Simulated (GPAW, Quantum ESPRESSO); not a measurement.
# LiCl (Fm-3m): the Cl K absorption edge

Aim: the near-edge shape at the Cl K edge of LiCl (Fm-3m), and what the core hole does to it.

Program: GPAW 26.7.0. Level of theory: X-ray absorption from dipole matrix elements to empty bands, plane-wave PAW LDA. Results are calculated unless marked as measured.

An experiment to compare with: “Metal-Induced Gap States at Well Defined Alkali-Halide/Metal Interfaces” (2003, arxiv:cond-mat/0304006). Chlorine K-edge X-ray absorption was measured on epitaxial LiCl films of controlled thickness on Cu(001) and Ag(001) to find electronic states specific to the insulator/metal interface. Photoemission and Auger spectra were used to rule out interfacial chemical bonding, and the thickness dependence of the pre-peak gave the decay length of the gap states. It reports Cl K-edge features by Cl K-edge NEXAFS on bulk LiCl reference; the values are set beside the results at the end.

The database entry behind the starting cell differs from later determinations by our own check (0.1 to 0.3 % short, probably kX units), so it need not match the best structure at ambient conditions.

## Step 1: The structure

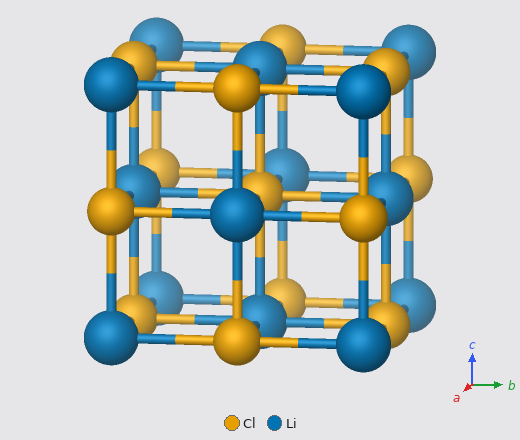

Start, viewed slightly off an axis; chlorine orange, lithium blue. This picture shows the conventional cell, with its axes. Some periodic images of atoms are drawn too.

Structure file:

```cif
data_structure
_symmetry_space_group_name_H-M 'P 1'
_symmetry_Int_Tables_number 1
_cell_length_a 3.6271
_cell_length_b 3.6271
_cell_length_c 3.6271
_cell_angle_alpha 60.000
_cell_angle_beta 60.000
_cell_angle_gamma 60.000
_cell_volume 33.74
loop_
_atom_site_label
_atom_site_type_symbol
_atom_site_fract_x
_atom_site_fract_y
_atom_site_fract_z
_atom_site_occupancy
Cl1 Cl 0.50000 0.50000 0.50000 1
Li2 Li 0.00000 0.00000 0.00000 1
```

## Step 2: The field without a hole

The ground state comes first: it tells whether the system has a gap, which decides how the excited electron is treated.

The input, scf.py:

```python
import numpy as np
from ase import Atoms
from ase.parallel import parprint, paropen
from gpaw import GPAW, PW, FermiDirac, Mixer, MixerDif, setup_paths
from gpaw.test import gen
setup_paths.insert(0, '.')
gen('Cl', name='nch1s', xcname='LDA', corehole=(1, 0, 0), write_xml=True)
from gpaw.mpi import world
world.barrier()

atoms = Atoms('ClLi',
    cell=[[0, 2.56477, 2.56477],
     [2.56477, 0, 2.56477],
     [2.56477, 2.56477, 0]],
    scaled_positions=[[0.5, 0.5, 0.5],
     [0, 0, 0]],
    pbc=True)
atoms.calc = calc = GPAW(legacy_gpaw=True, mode=PW(500, force_complex_dtype=True), xc='LDA', setups={0: 'nch1s'},
    kpts={'size': (8, 8, 8), 'gamma': True}, occupations=FermiDirac(0.05),
    charge=0, mixer=Mixer(0.1, 5, 50), maxiter=150,
    convergence={'density': 0.0001, 'eigenstates': 1e-6}, txt='scf.txt')
energy = atoms.get_potential_energy() + calc.get_reference_energy()
ef = calc.get_fermi_level()
out = dict(energy=energy, fermi=ef, forces=atoms.get_forces().tolist())
parprint(f'all-electron energy {energy:.4f} eV, Fermi level {ef:.4f} eV')
ev = np.array([[calc.get_eigenvalues(k, s) for k in range(len(calc.get_ibz_k_points()))] for s in range(calc.get_number_of_spins())])
out['homo'], out['lumo'], out['counts'] = ev[ev < ef].max(), ev[ev > ef].min(), sorted(set((ev < ef).sum((0, 2)).tolist()))
out['filled'] = (ev[:, 0] < ef).sum(1).tolist()
import json
with paropen('out.json', 'w') as f:
    json.dump(out, f)
```

Started as:

```console
OMP_NUM_THREADS=1 mpirun -n 4 gpaw python scf.py
```

Numbers of over 12 decimals in the logs are rounded to 6 here.

What it wrote:

```text
Input parameters:
  convergence: {density: 0.0001,
                eigenstates: 1e-06}
  kpts: {gamma: True,
         size: (8, 8, 8)}
  maxiter: 150
  mixer: {backend: pulay,
          beta: 0.1,
          method: separate,
          nmaxold: 5,
          weight: 50}
  mode: {ecut: 500.0,
         force_complex_dtype: True,
         name: pw}
  occupations: {fixmagmom: False,
                name: fermi-dirac,
                width: 0.05}
  setups: {0: nch1s}

Initialize ...

[... PAW data sets ...]

Reference energy: -12718.738433  # eV

Spin-paired calculation

[... convergence settings ...]
Symmetries present (total): 48
  [... symmetry matrices ...]

512 k-points: 8 x 8 x 8 Monkhorst-Pack grid + [1/16,1/16,1/16]
29 k-points in the irreducible part of the Brillouin zone
       k-points in crystal coordinates                weights
   0:     0.00000000    0.00000000    0.00000000          1/512
   1:     0.12500000    0.12500000    0.00000000          6/512
   2:     0.12500000    0.12500000    0.12500000          8/512
   3:     0.25000000    0.12500000    0.12500000         12/512
   4:     0.25000000    0.25000000    0.00000000          6/512
   5:     0.25000000    0.25000000    0.12500000         24/512
   6:     0.25000000    0.25000000    0.25000000          8/512
   7:     0.37500000    0.25000000   -0.37500000         24/512
   8:     0.37500000    0.25000000    0.12500000         24/512
   9:     0.37500000    0.25000000    0.25000000         24/512
          ...
  28:     0.50000000    0.50000000    0.50000000          4/512

Wave functions: Plane wave expansion
  Cutoff energy: 500.000 eV
  Number of coefficients (min, max): 846, 877
  Pulay-stress correction: 0.000000 eV/Ang^3 (de/decut=0.000000)
  Using FFTW library
  Wavefunction extrapolation:
    Improved wavefunction reuse through dual PAW basis

Occupation numbers: Fermi-Dirac:
  width: 0.0500  # eV

Eigensolver
   Davidson(niter=2)

Densities:
  Coarse grid: 20*20*20 grid
  Fine grid: 40*40*40 grid
  Total Charge: 0.000000

Density mixing:
  Method: separate
  Backend: pulay
  Linear mixing parameter: 0.1
  old densities: 5
  Width of damping distribution: 1.1
  Damping of long wavelength oscillations: 50

[... Hamiltonian set-up ...]
Number of atoms: 2
Number of atomic orbitals: 8
Number of bands in calculation: 8
Number of valence electrons: 8
Bands to converge: occupied

... initialized

Initializing position-dependent things.

Density initialized from atomic densities
Creating initial wave functions:
  8 bands from LCAO basis set

               Cl

       Li

Atomic positions and initial magnetic moments

Positions:
   0 Cl     2.564770    2.564770    2.564770    ( 0.0000,  0.0000,  0.0000)
   1 Li     0.000000    0.000000    0.000000    ( 0.0000,  0.0000,  0.0000)

Unit cell:
           periodic     x           y           z      points  spacing
  1. axis:    yes    0.000000    2.564770    2.564770    20     0.1481
  2. axis:    yes    2.564770    0.000000    2.564770    20     0.1481
  3. axis:    yes    2.564770    2.564770    0.000000    20     0.1481

  Lengths:   3.627133   3.627133   3.627133
  Angles:   60.000000  60.000000  60.000000

Effective grid spacing dv^(1/3) = 0.1616

iter:   1    -8.018275
iter:   2    -8.017330   -2.29  -1.32
iter:   3    -8.013849   -2.93  -1.37
iter:   4    -8.014457c  -4.03  -1.76
iter:   5    -8.014151c  -4.01  -2.13
iter:   6    -8.014137c  -5.75  -3.18
iter:   7    -8.014141c  -5.82  -3.42
iter:   8    -8.014138c  -6.30c -3.56
iter:   9    -8.014138c  -7.49c -4.47c

Converged after 9 iterations.

Dipole moment: (-0.000000, -0.000000, -0.000000) |e|*Ang

Energy contributions relative to reference atoms: (reference = -12718.738433)

Kinetic:         +6.799979
Potential:       -7.335872
External:        +0.000000
XC:              -7.487443
Entropy (-ST):   -0.000000
Local:           +0.009198
SIC:             +0.000000
--------------------------
Free energy:     -8.014138
Extrapolated:    -8.014138

Showing only first 2 kpts
 Kpt  Band  Eigenvalues  Occupancy
  0     2      0.53898    2.00000
  0     3      0.53898    2.00000
  0     4      6.52776    0.00000
  0     5     14.69734    0.00000

  1     2      0.35026    2.00000
  1     3      0.35026    2.00000
  1     4      7.25070    0.00000
  1     5     11.68907    0.00000

Fermi level: 3.33097

Gap: 5.989 eV
Transition (v -> c):
  (s=0, k=0, n=3, [0.00, 0.00, 0.00]) -> (s=0, k=0, n=4, [0.00, 0.00, 0.00])
No difference between direct/indirect transitions

Forces in eV/Ang:
  0 Cl    0.00000   -0.00000   -0.00000
  1 Li   -0.00000   -0.00000   -0.00000
Scalar-relativistic atomic LDA calculation for Cl (Chlorine, Z=17)
Core hole in 1s state (1s occupation: 2.0)
450 radial gridpoints.
|------------------------------------------------|
|------------------------------------------------|
[... the atom generator's iteration count ...]

Energy contributions:
-------------------------
Kinetic:     +461.711596
XC:           -26.712365
Potential:   -895.068763
-------------------------
Total:       -460.069532

state      eigenvalue         ekin         rmax
-----------------------------------------------
1s^2.0 :  -100.742161   137.761138        0.060
2s^2.0 :    -9.249220    21.499282        0.363
2p^6.0 :    -7.042117    20.643037        0.301
3s^2.0 :    -0.760282     3.449200        1.278
3p^5.0 :    -0.319739     2.486826        1.424
-----------------------------------------------
(units: Bohr and Hartree)

Generating PAW setup
Kinetic energy of the core from tauc = 443.785911
Cutoffs:
rc(s)=1.500
rc(p)=1.500
rc(d)=1.500
rc(vbar)=1.350
rc(comp)=1.500
rc(nct)=1.500

Kinetic energy of the core states: 442.379064
Charge: 0.0
Core electrons: 10.0
Valence electrons: 7.0
Pseudo-core charge: 0.174518
Shape function alpha=4.444
Pseudo-electron charge 7.502891
state    eigenvalue         norm
--------------------------------
3s(2) :    -0.760282     1.143215
*s    :     0.239718
3p(5) :    -0.319739     1.008389
*p    :     0.680261
*d    :     0.000000
--------------------------------

Diagonalizing with gridspacing h=0.050

state   all-electron     PAW
-------------------------------
3s:      -0.760282    -0.760987
3p:      -0.319739    -0.320416
*d:                    0.046341
*f:                    0.076040
-------------------------------
all-electron energy -12726.7526 eV, Fermi level 3.3310 eV
```

It took 2.5 s on 4 MPI ranks of Arm Neoverse V2, shared host; peak memory 0.16 GiB.

The mesh shows a gap of 5.99 eV, so the hole is first treated in a charged cell, without the excited electron.

## Step 3: Spectrum without a core hole, Cl atom 1

This cheap baseline ignores the attraction of the hole: it shows the absorber's empty states as they are in the ground state. The data set with a hole of occupation 0 only carries the core orbital.

The absorber has 6 Li at 2.56 Å (octahedral, site symmetry m-3m).

The input, xas.py:

```python
import numpy as np
from ase import Atoms
from ase.parallel import parprint, paropen
from gpaw import GPAW, PW, FermiDirac, Mixer, MixerDif, setup_paths
from gpaw.test import gen
setup_paths.insert(0, '.')
gen('Cl', name='nch1s', xcname='LDA', corehole=(1, 0, 0), write_xml=True)
from gpaw.mpi import world
world.barrier()

atoms = Atoms('ClLi',
    cell=[[0, 2.56477, 2.56477],
     [2.56477, 0, 2.56477],
     [2.56477, 2.56477, 0]],
    scaled_positions=[[0.5, 0.5, 0.5],
     [0, 0, 0]],
    pbc=True)
atoms.calc = calc = GPAW(legacy_gpaw=True, mode=PW(500, force_complex_dtype=True), xc='LDA', setups={0: 'nch1s'},
    kpts={'size': (8, 8, 8), 'gamma': True}, occupations=FermiDirac(0.02),
    charge=0, mixer=Mixer(0.1, 5, 50), maxiter=150,
    convergence={'density': 0.0001, 'eigenstates': 1e-6}, txt='scf.txt')
energy = atoms.get_potential_energy() + calc.get_reference_energy()
ef = calc.get_fermi_level()
out = dict(energy=energy, fermi=ef, forces=atoms.get_forces().tolist())
parprint(f'all-electron energy {energy:.4f} eV, Fermi level {ef:.4f} eV')
ev = np.array([[calc.get_eigenvalues(k, s) for k in range(len(calc.get_ibz_k_points()))] for s in range(calc.get_number_of_spins())])
out['homo'], out['lumo'], out['counts'] = ev[ev < ef].max(), ev[ev > ef].min(), sorted(set((ev < ef).sum((0, 2)).tolist()))
out['filled'] = (ev[:, 0] < ef).sum(1).tolist()

from ase.units import Ha
from gpaw.xas import dipole_matrix_elements
nb = int(calc.get_number_of_electrons() / 2) + 23
top = nb
nscf = calc.fixed_density(kpts={'size': (8, 8, 8), 'gamma': True},
    convergence={'eigenstates': 1.0}, txt='nscf.txt')
nscf.diagonalize_full_hamiltonian(nbands=nb)
cell = atoms.cell.array
ops = [cell.T @ U.T @ np.linalg.inv(cell.T) for U in nscf.wfs.kd.symmetry.op_scc]
filled = [4]  # bands filled in the ground state, by spin
E = np.arange(-25, 34, 0.1)
fwhm = np.interp(E, [4, 25], [0.9, 3.5])
Y, X, zero, highest = 0, 0, 1e9, 1e9
for spin in range(nscf.get_number_of_spins()):
    wfs = nscf.wfs
    mine = wfs.bd.get_slice()  # this rank's bands
    A = dipole_matrix_elements(wfs.setups[0])
    eps = np.zeros((wfs.kd.nibzkpts, nb))
    d = np.zeros((3, A.shape[1], wfs.kd.nibzkpts, nb), complex)
    for kpt in wfs.kpt_u:
        if kpt.s == spin and 0 in kpt.P_ani:
            eps[kpt.k, mine] = kpt.eps_n * Ha
            d[:, :, kpt.k, mine] = (kpt.weight * wfs.nspins / 2) ** 0.5 * np.inner(A, kpt.P_ani[0])
    world.sum(eps)
    world.sum(d)
    T = np.einsum('amkn,bmkn->abkn', d, d.conj()).real
    T = sum(np.einsum('ai,ijkn,bj->abkn', R, T, R) for R in ops) / len(ops)
    empty = np.ones_like(eps, bool) & (np.arange(nb) >= filled[spin])
    zero, highest = min(zero, eps[empty].min()), min(highest, eps[:, top - 1].min())
    lines = [(eps, T, empty)] if spin == 0 else lines + [(eps, T, empty)]
for eps, T, empty in lines:
    f = np.einsum('aakn->akn', T).reshape(3, -1)
    x = eps.ravel() - zero
    w = np.interp(x, E, fwhm) / 2.35482
    g = np.exp(-0.5 * ((E[:, None] - x) / w) ** 2) / (w * (2 * np.pi) ** 0.5)
    Y = Y + (f * empty.ravel()) @ g.T
    X = X + (f * ~empty.ravel()) @ g.T
out.update(E=E.round(2).tolist(), xas=Y.tolist(), xes=X.tolist(), zero=zero, valid=highest - zero, nk=len(eps), nb=nb)
for i in range(0, len(E), 10):
    parprint(f'{E[i]:7.2f}', *(f'{v:10.3e}' for v in Y[:, i]))
import json
with paropen('out.json', 'w') as f:
    json.dump(out, f)
```

Started as:

```console
OMP_NUM_THREADS=1 mpirun -n 4 gpaw python xas.py
```

What it wrote:

```text
Input parameters:
  convergence: {density: 0.0001,
                eigenstates: 1e-06}
  kpts: {gamma: True,
         size: (8, 8, 8)}
  maxiter: 150
  mixer: {backend: pulay,
          beta: 0.1,
          method: separate,
          nmaxold: 5,
          weight: 50}
  mode: {ecut: 500.0,
         force_complex_dtype: True,
         name: pw}
  occupations: {fixmagmom: False,
                name: fermi-dirac,
[...]
*p    :     0.680261
*d    :     0.000000
--------------------------------

Diagonalizing with gridspacing h=0.050

state   all-electron     PAW
-------------------------------
3s:      -0.760282    -0.760987
3p:      -0.319739    -0.320416
*d:                    0.046341
*f:                    0.076040
-------------------------------
all-electron energy -12726.7526 eV, Fermi level 3.3310 eV
[...]
32.00  2.422e-06  2.422e-06  2.422e-06
  33.00  2.270e-06  2.270e-06  2.270e-06
[key lines of the parts left out:]
Converged after 9 iterations.
Dipole moment: (-0.000000, -0.000000, -0.000000) |e|*Ang
Free energy:     -8.014138
Fermi level: 3.33097
```

The job ended after 12 s (4 MPI ranks; peak memory 0.25 GiB).

The Cl K spectrum, Cl atom 1, no core hole (energy from the lowest empty level; intensity scaled to a mean of 1 over the first 20 eV):

```csv
E (eV),intensity
-2.0,0.00
-0.5,0.00
1.0,0.37
2.5,0.74
4.0,2.64
5.5,3.12
7.0,0.86
8.5,0.79
10.0,0.40
11.5,0.44
13.0,0.68
14.5,0.87
16.0,1.02
17.5,0.84
19.0,0.74
20.5,0.76
22.0,0.89
23.5,0.93
25.0,0.79
26.5,0.77
28.0,0.90
29.5,1.02
```

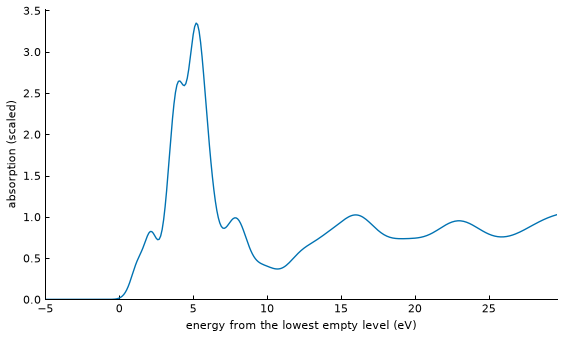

The Cl K edge, Cl atom 1, no core hole: main maxima at 4.1, 5.2 and 16.0 eV.

Main maxima below 24 eV (height): 2.1 eV (0.82), 4.1 eV (2.65), 5.2 eV (3.35), 7.8 eV (0.99), 16.0 eV (1.02) and 23.0 eV (0.95). A K edge sees empty p states on the absorber.

The same matrix elements for filled bands give the Cl K emission of Cl atom 1 (ground-state approximation; energy from the lowest empty level, largest value 1):

```csv
E (eV),emission
-24.0,0.00
-22.5,0.00
-21.0,0.00
-19.5,0.00
-18.0,0.00
-16.5,0.00
-15.0,0.00
-13.5,0.00
-12.0,0.00
-10.5,0.00
-9.0,0.20
-7.5,0.57
-6.0,0.52
-4.5,0.00
-3.0,0.00
-1.5,0.00
0.0,0.00
1.5,0.00
3.0,0.00
```

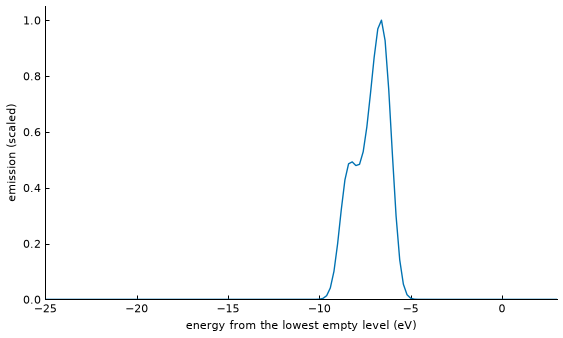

X-ray emission from the filled bands.

Emission maxima: -6.6 eV (1.00).

## Step 4: Reference energy of the supercell

The photon energy needs a difference of total energies, so the cell and mesh of the coming hole run are first run without a hole.

scf.py, as its differences from that of step 2:

```diff
@@ -10,11 +10,25 @@
 
-atoms = Atoms('ClLi',
-    cell=[[0, 2.56477, 2.56477],
-     [2.56477, 0, 2.56477],
-     [2.56477, 2.56477, 0]],
-    scaled_positions=[[0.5, 0.5, 0.5],
-     [0, 0, 0]],
+atoms = Atoms('Cl8Li8',
+    cell=[[0, 5.12954, 5.12954],
+     [5.12954, 0, 5.12954],
+     [5.12954, 5.12954, 0]],
+    scaled_positions=[[0.25, 0.25, 0.25],
+     [0.25, 0.25, 0.75],
+     [0.25, 0.75, 0.25],
+     [0.75, 0.25, 0.25],
+     [0.25, 0.75, 0.75],
+     [0.75, 0.25, 0.75],
+     [0.75, 0.75, 0.25],
+     [0.75, 0.75, 0.75],
+     [0, 0, 0],
+     [0, 0, 0.5],
+     [0, 0.5, 0],
+     [0.5, 0, 0],
+     [0, 0.5, 0.5],
+     [0.5, 0, 0.5],
+     [0.5, 0.5, 0],
+     [0.5, 0.5, 0.5]],
     pbc=True)
 atoms.calc = calc = GPAW(legacy_gpaw=True, mode=PW(500, force_complex_dtype=True), xc='LDA', setups={0: 'nch1s'},
-    kpts={'size': (8, 8, 8), 'gamma': True}, occupations=FermiDirac(0.05),
+    kpts={'size': (3, 3, 3), 'gamma': True}, occupations=FermiDirac(0.02),
     charge=0, mixer=Mixer(0.1, 5, 50), maxiter=150,
```

Started as:

```console
OMP_NUM_THREADS=1 mpirun -n 4 gpaw python scf.py
```

What it wrote:

```text
Input parameters:
  convergence: {density: 0.0001,
                eigenstates: 1e-06}
  kpts: {gamma: True,
         size: (3, 3, 3)}
  maxiter: 150
  mixer: {backend: pulay,
          beta: 0.1,
          method: separate,
          nmaxold: 5,
          weight: 50}
  mode: {ecut: 500.0,
         force_complex_dtype: True,
         name: pw}
  occupations: {fixmagmom: False,
                name: fermi-dirac,
[...]
3s(2) :    -0.760282     1.143215
*s    :     0.239718
3p(5) :    -0.319739     1.008389
*p    :     0.680261
*d    :     0.000000
--------------------------------

Diagonalizing with gridspacing h=0.050

state   all-electron     PAW
-------------------------------
3s:      -0.760282    -0.760987
3p:      -0.319739    -0.320416
*d:                    0.046341
*f:                    0.076040
-------------------------------
all-electron energy -101814.0193 eV, Fermi level 3.3310 eV
[key lines of the parts left out:]
Converged after 9 iterations.
Dipole moment: (0.000000, 0.000000, 0.000000) |e|*Ang
Free energy:    -64.111904
Fermi level: 3.33101
```

It took 7.7 s on 4 MPI ranks; peak memory 0.31 GiB; 30 s of CPU time.

Reference energy: -101814.019 eV with the cores included.

(Continued in part 2 of 2.)

[Banner, clock and machine lines of the logs are left out without a mark of their own.]

[Logs are printed without paths, hosts, clocks, repeated set-up lines and the standing remarks that a program may print on its own settings, such as how far it seeks lower states.]

[Hosts, paths, dates, database ids (printed as entryN), source tags and the programs' standing remarks are cut or masked in the printed files.]

[Lists of maxima count a maximum above −3 eV only where it reaches 4 % of the highest in the window and stands out from its surroundings by 2 % of it (1.5 % where it reaches 55 %); shoulders and weaker maxima are passed over, and of the rest the first, up to two pre-edge ones and the few strongest are named.]
